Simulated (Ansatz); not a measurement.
**MoS₂: geometry relaxation (part 1 of 2)**

System: MoS₂ (6 atoms in the cell).
Method: DFT PBE+D3(BJ), scalar-relativistic, plane waves, PAW, no spin polarisation (Ansatz 0.2.0).

The structure derives from an entry of the Crystallography Open Database. Figures and captions count atoms from 1; the log counts them from 0 in places.

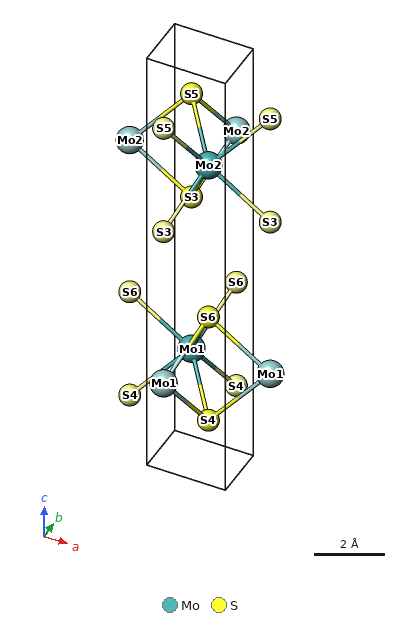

Figure 1. The starting structure (ball-and-stick view of the cell of the calculation, seen slightly off an axis; neighbours outside the cell are drawn fainter; atoms are numbered from 1 in the order of the input).

### Results in brief

```tsv
quantity	value
outcome	converged
space group (tolerance 0.01 Å)	P6₃/mmc (194)
electrons treated	52
free energy	−13528.0980 eV
Fermi energy	11.864 eV
gap on the k-point mesh	0.78 eV
pressure	0.02 GPa
final volume	103.83 Å³
largest force (length of the vector) at the end	0.002 eV/Å
final cell	a = 3.149 Å, b = 3.149 Å, c = 12.090 Å, α = 90.00°, β = 90.00°, γ = 120.00°
hardware	2 threads of Intel Xeon @ 2.50GHz (Skylake/Cascade Lake), 189 GiB of memory available, shared host
wall time	1.8 min (CPU time 2.2 min)
peak memory	0.52 GiB
```

### The input
```yaml
crystal:
  lattice:
    - [3.169, 0.0, 0.0]
    - [-1.5845, 2.7444345046, 0.0]
    - [0.0, 0.0, 12.324]
  atoms:
    - { symbol: Mo, position: [0.3333333333, 0.6666666667, 0.25] }
    - { symbol: Mo, position: [0.6666666667, 0.3333333333, 0.75] }
    - { symbol: S, position: [0.3333333333, 0.6666666667, 0.623] }
    - { symbol: S, position: [0.6666666667, 0.3333333333, 0.123] }
    - { symbol: S, position: [0.3333333333, 0.6666666667, 0.877] }
    - { symbol: S, position: [0.6666666667, 0.3333333333, 0.377] }
basis:
  ecutwfc: 420
kpoints:
  mp_grid: { grid: [12, 12, 4] }
hamiltonian:
  xc: pbe
  dispersion: d3bj
scf:
  occupations: { method: gaussian, width: 0.02 }
output:
  forces: true
  stress: true
  eigenvalues: true
  write_density: true
  write_potential: true
  elf: true
  volumetric_format: npy
relax:
  adjacent_minimum: "off"
  f_tol: 0.005
  max_steps: 80
  cell: { stress_tol: 0.05 }
```

Command:
```bash
ansatz run input.yaml --threads 2 --pin off --max-ram 5120MiB --backend cpu --events-out ev --progress --plain --runs-dir out
```

### What the program printed
```
Engine: ansatz 0.2.0, x86_64-unknown-linux-gnu
Pseudopotentials: kind: paw
Pseudopotential: Mo, paw, valence charge 14, recommended cutoff 420 eV (normal), Mo.paw.azcp
Pseudopotential: S, paw, valence charge 6, recommended cutoff 420 eV (normal), S.paw.azcp
Functional definition: PBE
  parameter kappa = 0.804
  parameter beta = 0.06672455060314922
  exchange = pbe_x(kappa = kappa, mu = beta*pi^2/3)
  correlation = pbe_c(beta = beta)
Crystal: 6 atoms, lattice volume = 107.183 Å³
Basis set: ecut = 420 eV, 2081 PW (Γ), exchange–correlation on 48×48×180 points (8 copies of the dense FFT grid, shifted against one another)
Bands: 32, of which v1, the nominal top of the filled ones, is band 26 counted from 1 (25 counted from 0)
Symmetry: 24 space group operations
Space group: P63/mmc (ITA 194), of the structure as read, at distance tolerance 4.8e-5 Å
k-points: 57 of 576
Non-local potential: Mo, projectors of the file, l = 0: 3, l = 1: 2, l = 2: 2, l = 3: 1
Non-local potential: S, projectors of the file, l = 0: 2, l = 1: 2, l = 2: 2
PAW form: soft (Blöchl's): semilocal exchange-correlation on the pseudo side does not see the compensation charge
PAW one-centre angular grid: Mo, 590 points (default); XC on 64 Gauss nodes
PAW one-centre angular grid: S, 110 points (default); XC on 64 Gauss nodes
Initial density: superposition of atomic densities (neutral atoms: chi_scale 0, normalization atom), corrected by the library's trained network
Initial wavefunctions: pseudopotential atomic-orbital guess
Functional: x = pbe(κ = 0.804, μ = 0.2195149727645171), c = pbe(β = 0.06672455060314922)
SCF iter   1: F=—  HF=-13528.068766 eV  |F-HF|=—  |Δ(HF+E_count)|=         —  Δρ=5.48e-3  dr2=7.54e-3  ethr=1.77e-3  ⟨swp⟩=7.0  Hψ=8038  notcnv=0
preconditioner: auto → Resta (q_TF=auto, 2.418 Å⁻¹)  ε∞=8.7  [insulator: Δε(μ)=0.887 eV  Ē_g=7.751 eV  σ=0.020 eV  W_gap=1.00  n_scr=26 (ndim 8)  ℏωp=21.5 eV  f_vac=0.016  D(μ)=0.00/eV (n_scr^D=0)  ε∞_Penn≈8.7]
SCF iter   2: F=—  HF=-13528.077557 eV  |F-HF|=—  |Δ(HF+E_count)|=   8.79e-3  Δρ=3.13e-3  dr2=2.38e-3  ethr=1.45e-5  ⟨swp⟩=2.0  Hψ=3562  notcnv=0  defer=86
SCF iter   3: F=—  HF=-13528.082327 eV  |F-HF|=—  |Δ(HF+E_count)|=   4.77e-3  Δρ=5.58e-4  dr2=7.92e-4  ethr=4.57e-6  ⟨swp⟩=2.0  Hψ=2866  notcnv=0  defer=86
SCF iter   4: F=—  HF=-13528.082248 eV  |F-HF|=—  |Δ(HF+E_count)|=   7.93e-5  Δρ=1.17e-4  dr2=1.15e-5  ethr=1.52e-6  ⟨swp⟩=2.1  Hψ=2337  notcnv=0  defer=86
SCF iter   5: F=—  HF=-13528.082389 eV  |F-HF|=—  |Δ(HF+E_count)|=   1.41e-4  Δρ=4.71e-5  dr2=1.92e-6  ethr=2.21e-8  ⟨swp⟩=2.0  Hψ=2461  notcnv=0  defer=86
SCF iter   6: F=-13528.082391 eV  HF=-13528.082391 eV  |F-HF|=2.63e-8  |Δ(HF+E_count)|=   1.87e-6  Δρ=8.25e-6  dr2=8.53e-8  ethr=1.92e-10  ⟨swp⟩=10.7  Hψ=13839  notcnv=0
SCF 1 converged in 6 iterations: F = -13528.082391 eV  dr2 = 8.53e-8
  greatest PAW one-centre occupation: 0.998 electrons in one spin orbital (limit 2), on the Mo atom at site 1 (counted from 0), in its partial waves of l = 0
relax step   1: F+E_penalty+E_count = -13528.08239098 eV  Δ(F+E_penalty+E_count) = +0.000e0 eV  max|allowed force component| = 6.193e-2 eV/Å  Δτ_max = 0.0000 Å  P = -1.909 GPa  Ω = 107.183 Å³  (6 SCF iters, dr2 threshold 1.00e-7 eV, accepted)
Crystal: 6 atoms, lattice volume = 100.726 Å³
Basis set: ecut = 420 eV, 1971 PW (Γ), exchange–correlation on 48×48×180 points (8 copies of the dense FFT grid, shifted against one another)
Initial density: handed on by an earlier stage of this run
Initial wavefunctions: those handed on with the density
iter 1 solved again at ethr=1.00e-4 eV; its pass at ethr=3.10e-3 eV (dr2=5.20e-2 eV) is discarded
SCF iter   1: F=—  HF=-13528.083442 eV  |F-HF|=—  |Δ(HF+E_count)|=         —  Δρ=5.84e-3  dr2=5.12e-2  ethr=1.00e-4  ⟨swp⟩=1.4  Hψ=9951  notcnv=0
preconditioner: auto → Resta (q_TF=auto, 2.444 Å⁻¹)  ε∞=8.9  [insulator: Δε(μ)=0.684 eV  Ē_g=7.896 eV  σ=0.020 eV  W_gap=1.00  n_scr=26 (ndim 8)  ℏωp=22.2 eV  f_vac=0.002  D(μ)=0.00/eV (n_scr^D=0)  ε∞_Penn≈8.9]
SCF iter   2: F=—  HF=-13528.074296 eV  |F-HF|=—  |Δ(HF+E_count)|=   9.15e-3  Δρ=3.22e-3  dr2=1.50e-2  ethr=9.85e-5  ⟨swp⟩=2.0  Hψ=2349  notcnv=0
SCF iter   3: F=—  HF=-13528.071136 eV  |F-HF|=—  |Δ(HF+E_count)|=   3.16e-3  Δρ=6.49e-4  dr2=6.13e-4  ethr=2.88e-5  ⟨swp⟩=2.1  Hψ=3000  notcnv=0
SCF iter   4: F=—  HF=-13528.071257 eV  |F-HF|=—  |Δ(HF+E_count)|=   1.21e-4  Δρ=1.37e-4  dr2=2.55e-5  ethr=1.18e-6  ⟨swp⟩=2.2  Hψ=2791  notcnv=0
SCF iter   5: F=—  HF=-13528.071256 eV  |F-HF|=—  |Δ(HF+E_count)|=   1.59e-6  Δρ=3.77e-5  dr2=1.87e-6  ethr=4.90e-8  ⟨swp⟩=2.0  Hψ=2801  notcnv=0
SCF iter   6: F=-13528.071259 eV  HF=-13528.071259 eV  |F-HF|=1.62e-7  |Δ(HF+E_count)|=   3.41e-6  Δρ=8.07e-6  dr2=7.62e-8  ethr=1.15e-9  ⟨swp⟩=11.2  Hψ=13876  notcnv=0
the search or the solves at the SCF's close seem to have found levels that the self-consistency loop had missed (the run counts 1). By its estimate they hold under 1e-12 electrons; where the run keeps them, the occupations were computed again with them
SCF 2 converged in 6 iterations: F = -13528.071259 eV  dr2 = 7.62e-8
relax step   2: F+E_penalty+E_count = -13528.07125920 eV  Δ(F+E_penalty+E_count) = +1.113e-2 eV  max|allowed force component| = 2.117e-1 eV/Å  Δτ_max = 0.0671 Å  P = +1.356 GPa  Ω = 100.726 Å³  energy of the carried Pulay correction = +7.563e-4 eV  (6 SCF iters, dr2 threshold 6.00e-7 eV, rejected (line search))
Crystal: 6 atoms, lattice volume = 104.419 Å³
Basis set: ecut = 420 eV, 2009 PW (Γ), exchange–correlation on 48×48×180 points (8 copies of the dense FFT grid, shifted against one another)
iter 1 solved again at ethr=4.05e-5 eV; its pass at ethr=3.10e-3 eV (dr2=2.10e-2 eV) is discarded
SCF iter   1: F=—  HF=-13528.102067 eV  |F-HF|=—  |Δ(HF+E_count)|=         —  Δρ=3.51e-3  dr2=2.00e-2  ethr=4.05e-5  ⟨swp⟩=1.7  Hψ=9644  notcnv=0
preconditioner: auto → Resta (q_TF=auto, 2.429 Å⁻¹)  ε∞=8.8  [insulator: Δε(μ)=0.829 eV  Ē_g=7.813 eV  σ=0.020 eV  W_gap=1.00  n_scr=26 (ndim 8)  ℏωp=21.8 eV  f_vac=0.013  D(μ)=0.00/eV (n_scr^D=0)  ε∞_Penn≈8.8]
SCF iter   2: F=—  HF=-13528.098528 eV  |F-HF|=—  |Δ(HF+E_count)|=   3.54e-3  Δρ=1.94e-3  dr2=5.78e-3  ethr=3.84e-5  ⟨swp⟩=2.5  Hψ=2454  notcnv=0
SCF iter   3: F=—  HF=-13528.097424 eV  |F-HF|=—  |Δ(HF+E_count)|=   1.10e-3  Δρ=5.32e-4  dr2=8.59e-4  ethr=1.11e-5  ⟨swp⟩=2.0  Hψ=2980  notcnv=0
SCF iter   4: F=—  HF=-13528.097394 eV  |F-HF|=—  |Δ(HF+E_count)|=   2.97e-5  Δρ=3.04e-4  dr2=1.49e-4  ethr=1.65e-6  ⟨swp⟩=2.0  Hψ=2337  notcnv=0
SCF iter   5: F=—  HF=-13528.097426 eV  |F-HF|=—  |Δ(HF+E_count)|=   3.18e-5  Δρ=6.31e-5  dr2=7.02e-6  ethr=2.87e-7  ⟨swp⟩=2.0  Hψ=2632  notcnv=0
SCF iter   6: F=—  HF=-13528.097522 eV  |F-HF|=—  |Δ(HF+E_count)|=   9.64e-5  Δρ=1.57e-5  dr2=3.61e-7  ethr=1.35e-8  ⟨swp⟩=2.0  Hψ=2821  notcnv=0
SCF iter   7: F=—  HF=-13528.097522 eV  |F-HF|=—  |Δ(HF+E_count)|=   6.63e-8  Δρ=3.03e-6  dr2=1.28e-8  ethr=6.93e-10  ⟨swp⟩=2.0  Hψ=2834  notcnv=0
SCF iter   8: F=—  HF=-13528.097522 eV  |F-HF|=—  |Δ(HF+E_count)|=   3.88e-8  Δρ=7.49e-7  dr2=8.46e-10  ethr=2.47e-11  ⟨swp⟩=2.1  Hψ=2835  notcnv=0
SCF iter   9: F=-13528.097522 eV  HF=-13528.097522 eV  |F-HF|=1.82e-12  |Δ(HF+E_count)|=  7.89e-10  Δρ=1.62e-7  dr2=3.97e-11  ethr=1.00e-12  ⟨swp⟩=5.2  Hψ=10131  notcnv=0
SCF 3 converged in 9 iterations: F = -13528.097522 eV  dr2 = 3.97e-11
relax step   3: F+E_penalty+E_count = -13528.09752213 eV  Δ(F+E_penalty+E_count) = -1.513e-2 eV  max|allowed force component| = 5.425e-2 eV/Å  Δτ_max = 0.0263 Å  P = -0.459 GPa  Ω = 104.419 Å³  energy of the carried Pulay correction = +3.180e-4 eV  (9 SCF iters, accepted)
Crystal: 6 atoms, lattice volume = 103.748 Å³
iter 1 solved again at ethr=9.43e-7 eV; its pass at ethr=3.10e-3 eV (dr2=4.90e-4 eV) is discarded
SCF iter   1: F=—  HF=-13528.098401 eV  |F-HF|=—  |Δ(HF+E_count)|=         —  Δρ=6.80e-4  dr2=4.08e-4  ethr=9.43e-7  ⟨swp⟩=3.3  Hψ=10489  notcnv=0
preconditioner: auto → Resta (q_TF=auto, 2.432 Å⁻¹)  ε∞=8.8  [insulator: Δε(μ)=0.779 eV  Ē_g=7.834 eV  σ=0.020 eV  W_gap=1.00  n_scr=26 (ndim 8)  ℏωp=21.9 eV  f_vac=0.008  D(μ)=0.00/eV (n_scr^D=0)  ε∞_Penn≈8.8]
SCF iter   2: F=—  HF=-13528.098392 eV  |F-HF|=—  |Δ(HF+E_count)|=   9.91e-6  Δρ=3.80e-4  dr2=1.30e-4  ethr=7.84e-7  ⟨swp⟩=1.1  Hψ=1897  notcnv=0
SCF iter   3: F=—  HF=-13528.098373 eV  |F-HF|=—  |Δ(HF+E_count)|=   1.81e-5  Δρ=6.11e-5  dr2=5.37e-6  ethr=2.51e-7  ⟨swp⟩=2.0  Hψ=2598  notcnv=0
iter 4 did not close the SCF: its close was put off for the readings that it lacked (scf_convergence_deferred on its scf_iter line)
SCF iter   4: F=-13528.098376 eV  HF=-13528.098376 eV  |F-HF|=3.80e-8  |Δ(HF+E_count)|=   2.73e-6  Δρ=1.57e-5  dr2=5.34e-7  ethr=1.03e-8  ⟨swp⟩=2.0  Hψ=2764  notcnv=0
iter 5 did not close the SCF: its close was put off for the readings that it lacked (scf_convergence_deferred on its scf_iter line)
SCF iter   5: F=-13528.098377 eV  HF=-13528.098377 eV  |F-HF|=5.59e-8  |Δ(HF+E_count)|=   3.22e-7  Δρ=5.11e-6  dr2=3.92e-8  ethr=1.03e-9  ⟨swp⟩=2.0  Hψ=2636  notcnv=0
SCF iter   6: F=-13528.098377 eV  HF=-13528.098377 eV  |F-HF|=3.62e-9  |Δ(HF+E_count)|=   6.73e-8  Δρ=9.71e-7  dr2=1.06e-9  ethr=7.54e-11  ⟨swp⟩=6.1  Hψ=11455  notcnv=0
SCF 4 converged in 6 iterations: F = -13528.098377 eV  dr2 = 1.06e-9
relax step   4: F+E_penalty+E_count = -13528.09837658 eV  Δ(F+E_penalty+E_count) = -8.545e-4 eV  max|allowed force component| = 2.109e-2 eV/Å  Δτ_max = 0.0067 Å  P = -0.050 GPa  Ω = 103.748 Å³  energy of the carried Pulay correction = +3.965e-4 eV  (6 SCF iters, dr2 threshold 6.00e-7 eV, accepted)
Crystal: 6 atoms, lattice volume = 103.835 Å³
iter 1 solved again at ethr=4.38e-8 eV; its pass at ethr=3.10e-3 eV (dr2=2.28e-5 eV) is discarded
SCF iter   1: F=—  HF=-13528.098364 eV  |F-HF|=—  |Δ(HF+E_count)|=         —  Δρ=1.53e-4  dr2=2.07e-5  ethr=4.38e-8  ⟨swp⟩=2.2  Hψ=9204  notcnv=0
preconditioner: auto → Resta (q_TF=auto, 2.431 Å⁻¹)  ε∞=8.8  [insulator: Δε(μ)=0.785 eV  Ē_g=7.833 eV  σ=0.020 eV  W_gap=1.00  n_scr=26 (ndim 8)  ℏωp=21.9 eV  f_vac=0.009  D(μ)=0.00/eV (n_scr^D=0)  ε∞_Penn≈8.8]
SCF iter   2: F=—  HF=-13528.098425 eV  |F-HF|=—  |Δ(HF+E_count)|=   6.10e-5  Δρ=8.40e-5  dr2=6.38e-6  ethr=3.97e-8  ⟨swp⟩=1.3  Hψ=2093  notcnv=0
SCF iter   3: F=—  HF=-13528.098424 eV  |F-HF|=—  |Δ(HF+E_count)|=   1.48e-6  Δρ=1.29e-5  dr2=2.91e-7  ethr=1.23e-8  ⟨swp⟩=2.4  Hψ=2718  notcnv=0
iter 4 did not close the SCF: its close was put off for the readings that it lacked (scf_convergence_deferred on its scf_iter line)
SCF iter   4: F=-13528.098424 eV  HF=-13528.098424 eV  |F-HF|=5.36e-9  |Δ(HF+E_count)|=   3.37e-8  Δρ=4.38e-6  dr2=3.08e-8  ethr=5.60e-10  ⟨swp⟩=2.0  Hψ=2649  notcnv=0
iter 5 did not close the SCF: its close was put off for the readings that it lacked (scf_convergence_deferred on its scf_iter line)
SCF iter   5: F=-13528.098424 eV  HF=-13528.098424 eV  |F-HF|=1.46e-9  |Δ(HF+E_count)|=   1.69e-8  Δρ=1.02e-6  dr2=1.48e-9  ethr=5.93e-11  ⟨swp⟩=2.0  Hψ=2686  notcnv=0
SCF iter   6: F=-13528.098424 eV  HF=-13528.098424 eV  |F-HF|=1.98e-10  |Δ(HF+E_count)|=   1.90e-9  Δρ=2.73e-7  dr2=9.16e-11  ethr=2.84e-12  ⟨swp⟩=5.0  Hψ=10109  notcnv=0
SCF 5 converged in 6 iterations: F = -13528.098424 eV  dr2 = 9.16e-11
relax step   5: F+E_penalty+E_count = -13528.09842397 eV  Δ(F+E_penalty+E_count) = -4.738e-5 eV  max|allowed force component| = 2.421e-3 eV/Å  Δτ_max = 0.0021 Å  P = +0.018 GPa  Ω = 103.835 Å³  energy of the carried Pulay correction = +3.864e-4 eV  (6 SCF iters, dr2 threshold 5.93e-8 eV, accepted)
Basis set: ecut = 420 eV, 2009 PW (Γ), exchange–correlation on 48×48×162 points (8 copies of the dense FFT grid, shifted against one another)
Initial wavefunctions: pseudopotential atomic-orbital guess (no wavefunctions were taken with the density)
iter 1 solved again at ethr=1.23e-7 eV; its pass at ethr=3.10e-3 eV (dr2=6.41e-5 eV) is discarded
SCF iter   1: F=—  HF=-13528.098011 eV  |F-HF|=—  |Δ(HF+E_count)|=         —  Δρ=4.56e-5  dr2=3.04e-7  ethr=1.23e-7  ⟨swp⟩=3.5  Hψ=13585  notcnv=0
preconditioner: auto → Resta (q_TF=auto, 2.431 Å⁻¹)  ε∞=8.8  [insulator: Δε(μ)=0.784 eV  Ē_g=7.834 eV  σ=0.020 eV  W_gap=1.00  n_scr=26 (ndim 8)  ℏωp=21.9 eV  f_vac=0.009  D(μ)=0.00/eV (n_scr^D=0)  ε∞_Penn≈8.8]
SCF iter   2: F=—  HF=-13528.098028 eV  |F-HF|=—  |Δ(HF+E_count)|=   1.76e-5  Δρ=2.37e-5  dr2=7.76e-8  ethr=5.85e-10  ⟨swp⟩=2.4  Hψ=3310  notcnv=0
SCF iter   3: F=—  HF=-13528.098028 eV  |F-HF|=—  |Δ(HF+E_count)|=   6.53e-8  Δρ=1.23e-6  dr2=5.45e-10  ethr=1.49e-10  ⟨swp⟩=2.6  Hψ=3212  notcnv=0
SCF iter   4: F=—  HF=-13528.098028 eV  |F-HF|=—  |Δ(HF+E_count)|=  2.58e-10  Δρ=3.36e-7  dr2=6.29e-11  ethr=1.05e-12  ⟨swp⟩=2.5  Hψ=2877  notcnv=0
iter 5 did not close the SCF: its close was put off for the readings that it lacked (scf_convergence_deferred on its scf_iter line)
SCF iter   5: F=-13528.098028 eV  HF=-13528.098028 eV  |F-HF|=5.46e-12  |Δ(HF+E_count)|=  2.18e-11  Δρ=7.37e-8  dr2=3.59e-12  ethr=1.00e-12  ⟨swp⟩=1.0  Hψ=1824  notcnv=0
iter 6 did not close the SCF: its close was put off for the readings that it lacked (scf_convergence_deferred on its scf_iter line)
SCF iter   6: F=-13528.098028 eV  HF=-13528.098028 eV  |F-HF|=0.00e0  |Δ(HF+E_count)|=  1.82e-12  Δρ=1.48e-8  dr2=4.70e-13  ethr=1.00e-12  ⟨swp⟩=1.0  Hψ=1824  notcnv=0
iter 7 did not close the SCF: its close was put off for the readings that it lacked (scf_convergence_deferred on its scf_iter line)
SCF iter   7: F=-13528.098028 eV  HF=-13528.098028 eV  |F-HF|=9.09e-12  |Δ(HF+E_count)|=  3.64e-12  Δρ=5.75e-9  dr2=9.68e-14  ethr=1.00e-12  ⟨swp⟩=1.0  Hψ=1824  notcnv=0
iter 8 did not close the SCF: its close was put off for the readings that it lacked (scf_convergence_deferred on its scf_iter line)
SCF iter   8: F=-13528.098028 eV  HF=-13528.098028 eV  |F-HF|=0.00e0  |Δ(HF+E_count)|=  3.64e-12  Δρ=1.24e-9  dr2=3.18e-15  ethr=1.00e-12  ⟨swp⟩=1.0  Hψ=1824  notcnv=0
SCF iter   9: F=-13528.098028 eV  HF=-13528.098028 eV  |F-HF|=1.82e-12  |Δ(HF+E_count)|=  1.82e-12  Δρ=1.94e-10  dr2=3.04e-17  ethr=1.00e-12  ⟨swp⟩=2.1  Hψ=4877  notcnv=0
SCF 6 converged in 9 iterations: F = -13528.098028 eV  dr2 = 3.04e-17
relax step   6: F+E_penalty+E_count = -13528.09802835 eV  Δ(F+E_penalty+E_count) = +3.956e-4 eV  max|allowed force component| = 2.477e-3 eV/Å  Δτ_max = 0.0000 Å  P = +0.019 GPa  Ω = 103.835 Å³  stress off target by 1.91e-2 GPa  SCF on the basis re-selected at this cell (its energy is not comparable with the rows above)  (9 SCF iters)
```
